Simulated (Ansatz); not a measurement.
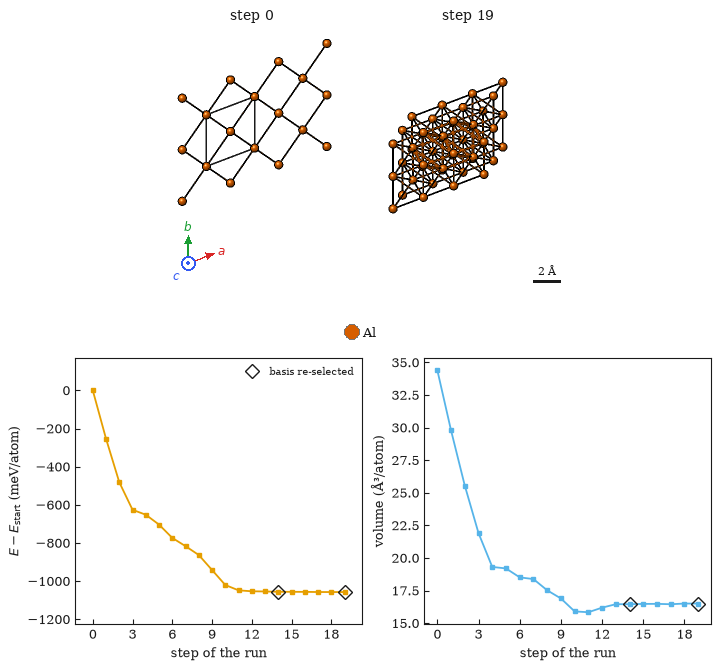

First and last geometry of a relaxation of a crystal of Al (set up in R-3m) (coarse preliminary run), with the history of the run. Style: ball-and-stick. Shown: the reduced cell, repeated 2 × 1 × 1 with one cell outlined, along the c axis. Lengths and directions refer to the drawn axes.

Case: 6 of 6 H taken out, relaxed.

Theory: Ansatz, DFT PBE, scalar-relativistic, plane waves, PAW. Settings: plane-wave cutoff 420 eV; k-point mesh 6 × 6 × 6; occupations gaussian; smearing width 0.1 eV; no spin polarisation; cell and atoms relaxed; force threshold 0.0325 eV/Å; at most 70 steps.

### Did the run converge, and what did it change?

It converged. The atoms keep their places relative to the cell (all moves are under 0.005 Å). The volume changes by −52.0 %, with a = b 4.485 → 2.819 Å (−37.2 %), c 4.723 → 5.066 Å (+7.3 %), α 61.6° → 73.8°, β 61.6° → 73.8°. Some distances before and after: Al–Al 4.485 → 2.819 Å, Al–Al 3.257 → 2.899 Å. The space group stays R-3m (No. 166). Over 17 accepted moves (19 points after the start) the energy falls by 1057 meV per atom. All forces vanish by symmetry, so only the cell relaxes. Pressure: −8.56 GPa at the start and 0.08 GPa at the end. The SCF was repeated twice at an unchanged geometry on a basis and grid sized afresh for the cell, which shifted the energy by 1.7 meV per atom at most.

```
step  E − E(0), meV/atom  pressure, GPa  volume, Å³/atom                      note
   0                0.00          -8.56           34.404                          
   1             -253.47          -8.80           29.782                          
   2             -481.45          -8.07           25.553                          
   3             -625.96          -3.89           21.907                          
   4             -651.75           2.15           19.316                          
   5             -703.56           1.59           19.201                          
   6             -773.30           1.91           18.516                          
   7             -816.55           0.30           18.385                          
   8             -862.95           1.12           17.524                          
   9             -941.36           0.87           16.898                          
  10            -1020.11           3.17           15.905                          
  11            -1048.11           3.32           15.841                          
  12            -1053.10           1.33           16.193                          
  13            -1054.12          -0.01           16.457                          
  14            -1055.83           0.09           16.457  same geometry, new basis
  15            -1055.97           0.01           16.479                          
  16            -1056.17           0.00           16.484                          
  17            -1057.03           0.23           16.455                          
  18            -1057.17           0.08           16.506                          
  19            -1057.22           0.08           16.506  same geometry, new basis
```
